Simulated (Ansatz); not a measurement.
## Run report: Ga₃Sb, band-structure calculation

System: Ga₃Sb (I4/mmm, 4 atoms in the cell).
Method: DFT PBEsol+D3(BJ), scalar-relativistic, plane waves, PAW, no spin polarisation (Ansatz 0.2.0).

The structure derives from a Materials Project entry. Figures and captions count atoms from 1; the log counts them from 0 in places.

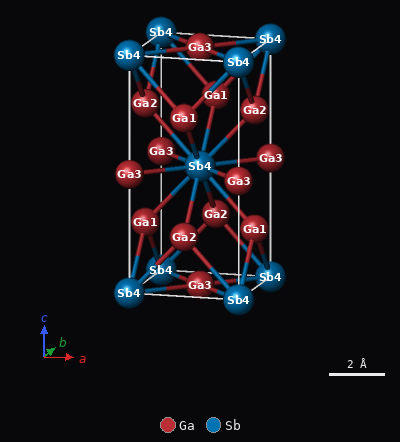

The structure as given in the input (ball-and-stick view of the cell 2 times as large as that of the calculation, set on its symmetry axes, seen slightly off an axis; atoms are numbered from 1 in the order of the input).

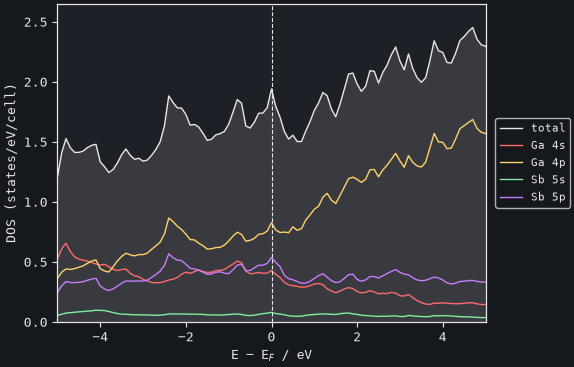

Density of states (projected on Löwdin-orthogonalised atomic shells), with energies from the Fermi level. There are states at the Fermi level: a metal at this level of theory.

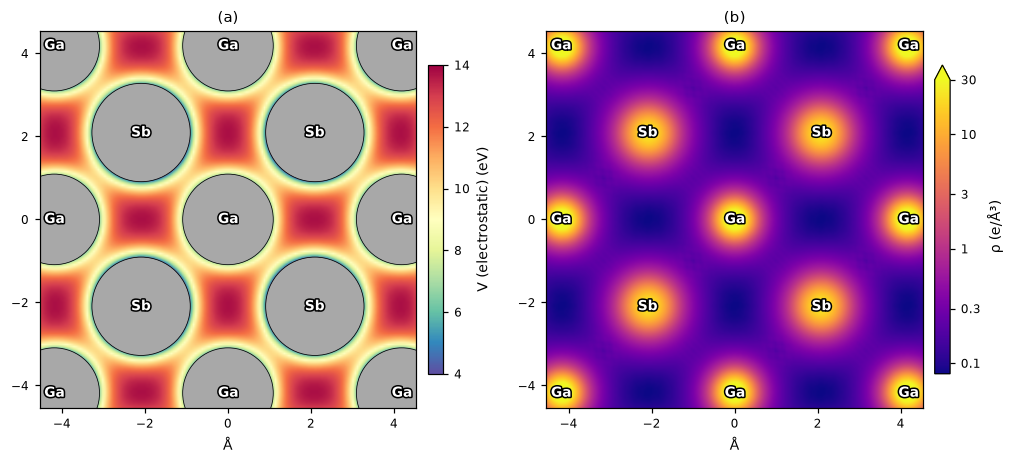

(a) electrostatic potential (local pseudopotential plus Hartree) felt by an electron; (b) valence charge density (pseudo) on the (001) plane of the conventional cell. Grey discs, where drawn, cover atomic cores. Atoms in the plane: Ga and Sb. Ga–Sb (2.96 Å): ρ is about 0.22 e/Å³ halfway. Away from the nuclei the density in this plane falls to 0.08 e/Å³ at its lowest. Outside the cores the potential energy rises away from the atoms and is highest about 2.1 Å from the nearest atoms; outside the discs it spans about 9 eV, and its zero is arbitrary. The fields are those of the smooth PAW valence density.

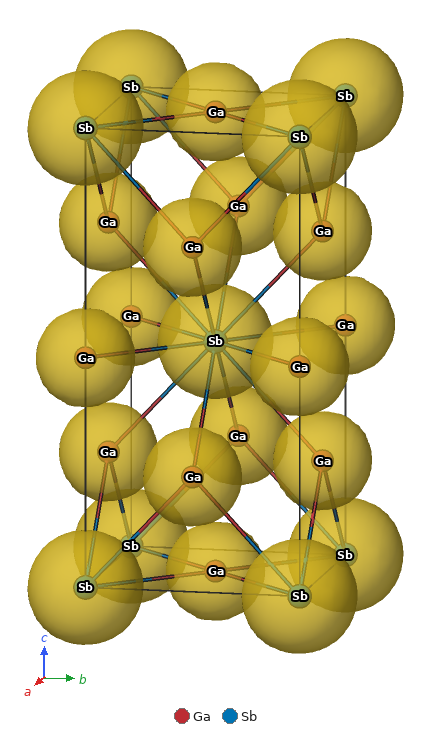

Isosurface of the valence electron density at 0.4 e/Å³ (yellow), seen slightly off an axis. Sticks mark near contacts. The outline is the cell set on symmetry axes. At this value the density breaks into separate islands; it holds about 80 % of the electrons treated as valence (semicore included). It is pinched off along the Ga–Sb (2.96 Å) and Ga–Sb (3.06 Å) contacts. On the grid the lowest density along these lines, outside the cores, is 0.18 e/Å³ (Ga–Sb, 2.96 Å) and 0.19 e/Å³ (Ga–Sb, 3.06 Å).

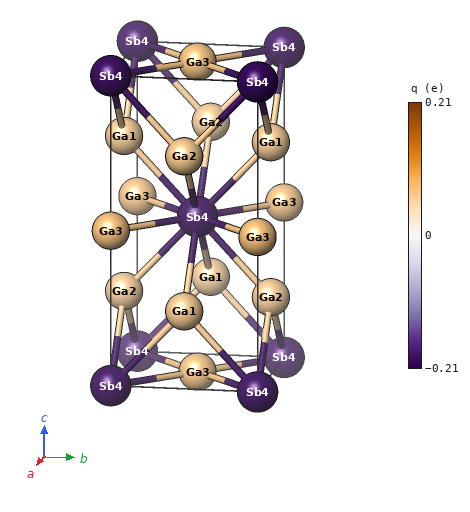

Bader charges, as the colour of each atom (ball-and-stick view of the cell 2 times as large as that of the calculation, set on its symmetry axes, seen slightly off an axis; atoms are numbered from 1 in the order of the input). By element: Ga +0.06 to +0.07 and Sb −0.20 e.

These pictures come from the run below.

The input
```yaml
crystal:
  lattice:
    - [-2.0928501583, 2.0928501583, 4.4746471164]
    - [2.0928501583, -2.0928501583, 4.4746471164]
    - [2.0928501583, 2.0928501583, -4.4746471164]
  atoms:
    - { symbol: Ga, position: [0.75, 0.25, 0.5] }
    - { symbol: Ga, position: [0.25, 0.75, 0.5] }
    - { symbol: Ga, position: [0.5, 0.5, 0.0] }
    - { symbol: Sb, position: [0.0, 0.0, 0.0] }
basis:
  ecutwfc: 420
kpoints:
  mp_grid: { grid: [14, 14, 14] }
  band_path:
    path:
      - [[0.0, 0.0, 0.0], [0.0, 0.0, 0.5], [0.25, 0.25, 0.25], [0.0, 0.5, 0.0], [0.0, 0.0, 0.0], [0.5, 0.5, -0.5], [0.30468884, 0.69531116, -0.30468884]]
      - [[-0.30468884, 0.30468884, 0.30468884], [0.0, 0.0, 0.0]]
      - [[0.0, 0.0, 0.5], [-0.10937768, 0.10937768, 0.5]]
      - [[0.5, 0.5, -0.10937768], [0.5, 0.5, -0.5]]
    npoints: 14
hamiltonian:
  xc: pbesol
  dispersion: d3bj
scf:
  occupations: { method: gaussian, width: 0.1 }
  n_extra_bands: 10
output:
  forces: true
  stress: true
  eigenvalues: true
  populations: true
  dos: { projected: true, de: 0.02, nscf_kmesh: { grid: [21, 21, 21] } }
  bader: true
  write_density: true
  write_potential: true
  elf: true
  volumetric_format: npy
```

Run as:
```bash
ansatz run input.yaml --threads 1 --pin off --max-ram 2560MiB --backend cpu --events-out ev --progress --plain --runs-dir out
```

Log
```
scf.n_extra_bands = 10 over 27 filled bands (N_el = 54.0): the run solves 37 bands
Engine: ansatz 0.2.0, x86_64-unknown-linux-gnu
Pseudopotentials: kind: paw
Pseudopotential: Ga, paw, valence charge 13, recommended cutoff 420 eV (normal), Ga.paw.azcp
Pseudopotential: Sb, paw, valence charge 15, recommended cutoff 420 eV (normal), Sb.paw.azcp
Functional definition: PBEsol
  exchange = pbesol_x
  correlation = pbesol_c
Crystal: 4 atoms, lattice volume = 78.396 Å³
Basis set: ecut = 420 eV, 1515 PW (Γ), exchange–correlation on 72×72×72 points (8 copies of the dense FFT grid, shifted against one another)
Bands: 37, of which v1, the nominal top of the filled ones, is band 27 counted from 1 (26 counted from 0)
Symmetry: 16 space group operations
Space group: I4/mmm (ITA 139), of the structure as read, at distance tolerance 4.3e-5 Å
k-points: 244 of 2744
Non-local potential: Ga, projectors of the file, l = 0: 2, l = 1: 2, l = 2: 3, l = 3: 1
Non-local potential: Sb, projectors of the file, l = 0: 2, l = 1: 2, l = 2: 2, l = 3: 2
PAW form: soft (Blöchl's): semilocal exchange-correlation on the pseudo side does not see the compensation charge
PAW frozen core: Ga, regenerated for the run's functional, and the local potential with it (the file was generated under x = pbe(κ = 0.804, μ = 0.2195149727645171), c = pbe(β = 0.06672455060314922))
PAW frozen core: Sb, regenerated for the run's functional, and the local potential with it (the file was generated under x = pbe(κ = 0.804, μ = 0.2195149727645171), c = pbe(β = 0.06672455060314922))
PAW one-centre angular grid: Ga, 590 points (default); XC on 64 Gauss nodes
PAW one-centre angular grid: Sb, 590 points (default); XC on 64 Gauss nodes
Initial density: superposition of atomic densities (neutral atoms: chi_scale 0, normalization atom), corrected by the library's trained network
Initial wavefunctions: pseudopotential atomic-orbital guess
Functional: x = pbesol(κ = 0.804, μ = 0.12345679012345678), c = pbesol(β = 0.046)
SCF iter   1: F=—  HF=-17638.845381 eV  |F-HF|=—  |Δ(HF+E_count)|=         —  Δρ=2.17e-3  dr2=2.07e-3  ethr=1.77e-3  ⟨swp⟩=6.1  Hψ=36487  notcnv=0  defer=204
preconditioner: auto → Kerker (q_TF=auto, 2.564 Å⁻¹)  [metal: Δε(μ)=0.020 eV  Ē_g=20.005 eV  σ=0.100 eV  W_gap=0.11  n_scr=22 (ndim 8)  ℏωp=30.8 eV  f_vac=0.000  D(μ)=1.54/eV (n_scr^D=10)]
SCF iter   2: F=—  HF=-17638.841996 eV  |F-HF|=—  |Δ(HF+E_count)|=   3.38e-3  Δρ=1.28e-3  dr2=7.81e-4  ethr=3.84e-6  ⟨swp⟩=2.0  Hψ=16022  notcnv=0  defer=263
SCF iter   3: F=—  HF=-17638.841780 eV  |F-HF|=—  |Δ(HF+E_count)|=   2.17e-4  Δρ=2.44e-4  dr2=6.86e-5  ethr=1.45e-6  ⟨swp⟩=2.0  Hψ=14337  notcnv=0  defer=263
SCF iter   4: F=—  HF=-17638.841759 eV  |F-HF|=—  |Δ(HF+E_count)|=   2.09e-5  Δρ=1.08e-4  dr2=1.16e-5  ethr=1.27e-7  ⟨swp⟩=2.9  Hψ=14781  notcnv=0  defer=263
SCF iter   5: F=—  HF=-17638.841758 eV  |F-HF|=—  |Δ(HF+E_count)|=   7.05e-7  Δρ=4.05e-5  dr2=1.17e-6  ethr=2.16e-8  ⟨swp⟩=2.0  Hψ=13407  notcnv=0  defer=263
SCF iter   6: F=—  HF=-17638.841757 eV  |F-HF|=—  |Δ(HF+E_count)|=   6.75e-7  Δρ=2.81e-5  dr2=3.47e-7  ethr=2.16e-9  ⟨swp⟩=2.0  Hψ=13732  notcnv=0  defer=263
SCF iter   7: F=-17638.841757 eV  HF=-17638.841757 eV  |F-HF|=4.94e-8  |Δ(HF+E_count)|=   2.39e-7  Δρ=9.06e-6  dr2=3.82e-8  ethr=1.85e-10  ⟨swp⟩=11.4  Hψ=67148  notcnv=0
SCF 1 converged in 7 iterations: F = -17638.841757 eV  dr2 = 3.82e-8
  greatest PAW one-centre occupation: 0.997 electrons in one spin orbital (limit 2), on the Sb atom at site 3 (counted from 0), in its partial waves of l = 2
NSCF: frozen V_eff on 130 k-points
NSCF: frozen V_eff on 726 k-points
SCF converged after 7 iterations
Free energy (F): -17638.841757 eV
Harris-Foulkes:  -17638.841757 eV  (|F-HF|=4.94e-8)
Internal energy: -17638.834094 eV  (E = F + TS)
E sigma→0 (E₀):  -17638.837925 eV
Entropy (-TS):   -0.007663 eV (-1.916 meV/atom)
Fermi energy:    11.178733 eV
--- Per-component energies (eV) ---
  E_band       = -202.790250
  E_kinetic    = 554.975849
  E_local      = -6615.114149  (includes V_loc(G=0)·N_el)
  E_nonlocal   = 1633.059805
  E_hartree    = 3102.837007
  E_xc         = -346.700929
  E_vxc        = -274.861610  (∫ρ·V_xc dr)
  E_paw        = -10335.696228  (= ΣΔE_a)
  E_vpaw       = -1706.508826  (= ΣTr[D̂ρ^β])
  E_aug_tail   = -0.000346  (compensation charges beyond the density's cutoff)
  E_ewald      = -5633.616163
  E_disp       = -1.499731  (pairwise vdW)
  E_core_change = 2.920790  (= ΣΔE_core)
  E_smearing   = -0.007663  (= −TS)
  E_closure    = -0.000000  (closes the sum)
  Σ components = -17638.841757   (vs F -17638.841757, Δ=0.00e0)
--- Forces (eV/Å), atoms counted from 1 ---
  atom   1  Ga     0.00000000     0.00000000     0.00000000
  atom   2  Ga     0.00000000     0.00000000     0.00000000
  atom   3  Ga     0.00000000     0.00000000     0.00000000
  atom   4  Sb    -0.00000000     0.00000000    -0.00000000
  max |Σ_I F_I| component: 1.39e-17 eV/Å
--- Stress (GPa, compression-positive) ---
        0.005785       0.000000       0.000000
        0.000000       0.005785       0.000000
        0.000000      -0.000000       0.004169
  P = ⅓ Tr σ = 0.0052 GPa (0.052 kbar)
--- Band table (eV; the first three rows and the last of 244) ---
  k-point 0: bands = ["-17.9771", "-17.9704", "-17.9704", "-17.9617", "-17.9616", "-3.8389", "-3.7960", "-3.7666", "-3.7166", "-3.7166", "-3.7145", "-3.7145", "-3.6932", "-3.6720", "-3.6367", "-3.5906", "-3.5597", "-3.5597", "-3.5472", "-3.4652", "-1.2874", "6.0935", "6.9190", "8.4186", "9.1075", "9.1075", "9.4676", "10.6235", "10.6235", "11.8863", "12.0471", "15.6205", "15.6205", "19.0267", "19.4039", "22.0175", "22.0216"]
  k-point 1: bands = ["-17.9768", "-17.9705", "-17.9704", "-17.9618", "-17.9611", "-3.8321", "-3.7912", "-3.7620", "-3.7208", "-3.7165", "-3.7148", "-3.7139", "-3.6870", "-3.6699", "-3.6348", "-3.5939", "-3.5665", "-3.5605", "-3.5513", "-3.4741", "-1.2037", "5.9898", "7.0053", "7.8478", "8.7227", "8.7832", "9.9649", "10.0288", "11.4907", "12.5703", "12.7002", "14.4812", "15.7232", "19.2677", "20.5343", "21.0913", "21.3675"]
  k-point 2: bands = ["-17.9762", "-17.9708", "-17.9706", "-17.9623", "-17.9596", "-3.8181", "-3.7744", "-3.7516", "-3.7352", "-3.7162", "-3.7119", "-3.7074", "-3.6698", "-3.6660", "-3.6302", "-3.6039", "-3.5849", "-3.5663", "-3.5626", "-3.4949", "-0.9520", "5.6182", "7.2384", "7.5407", "7.8978", "7.9811", "9.1034", "11.3220", "12.7286", "12.9205", "13.7178", "14.0423", "16.0330", "19.2803", "19.5265", "19.8306", "22.1756"]
  k-point 243: bands = ["-17.9769", "-17.9702", "-17.9702", "-17.9619", "-17.9616", "-3.8355", "-3.8254", "-3.8093", "-3.8093", "-3.7468", "-3.7300", "-3.6854", "-3.6258", "-3.6117", "-3.6117", "-3.5543", "-3.5543", "-3.5510", "-3.5428", "-3.4652", "-0.1103", "1.6954", "7.4344", "7.6754", "7.6754", "8.7186", "13.7423", "14.2166", "14.2166", "15.2006", "16.1712", "16.3574", "17.2190", "17.2190", "17.9388", "17.9388", "18.0056"]
--- Löwdin populations: 4 sites ---
  site symbol       q [e]
     0     Ga     13.1259
     1     Ga     13.1259
     2     Ga     13.1664
     3     Sb     14.4487
  spilling = 0.002466 (of n_electrons = 54.000000)
--- Bader charges: 4 sites ---
  site symbol  charge [e]  shift [e]
     0     Ga      0.0620     0.0000
     1     Ga      0.0620     0.0000
     2     Ga      0.0731     0.0000
     3     Sb     -0.1971     0.0000
  estimated error of the sums over rays = 5.3e-4 e
```

File bader_charges.tsv
```
# site	symbol	x_ang	y_ang	z_ang	partial_charge_e	electrons	volume_ang3	relative_density_drop	shared_charge_e	partial_wave_shift_e
# quadrature_error_electrons = 5.3e-4
0	Ga	0.0000	2.0929	2.2373	0.06199	30.93801	18.05	-	0.06199	0.00000
1	Ga	2.0929	0.0000	2.2373	0.06199	30.93801	18.05	-	0.06199	0.00000
2	Ga	0.0000	0.0000	4.4746	0.07311	30.92689	17.78	-	0.07311	0.00000
3	Sb	0.0000	0.0000	0.0000	-0.19708	51.19708	24.52	-	-0.19708	0.00000
```

File populations.tsv
```
# site	symbol	l	j	q
# orbitals = lowdin
# n_electrons = 54.000000
# spilling = 0.002466
0	Ga	0_4S	-	1.433502
0	Ga	1_4P	-	1.702446
0	Ga	2_3D	-	9.989902
1	Ga	0_4S	-	1.433502
1	Ga	1_4P	-	1.702446
1	Ga	2_3D	-	9.989902
2	Ga	0_4S	-	1.436075
2	Ga	1_4P	-	1.740427
2	Ga	2_3D	-	9.989897
3	Sb	0_5S	-	1.615694
3	Sb	1_5P	-	2.839192
3	Sb	2_4D	-	9.993830
```

Results in brief

- outcome: converged
- space group (tolerance 0.01 Å): I4/mmm (139)
- electrons treated: 54
- free energy: −17638.8418 eV
- Fermi energy: 11.179 eV
- gap on the k-point mesh: none (metallic)
- pressure: 0.01 GPa
- largest force (length of the vector): under 0.001 eV/Å
- hardware: 1 thread of Intel Xeon (Granite Rapids), 192 GiB of memory available, shared host
- wall time: 78 s
- peak memory: 1.3 GiB
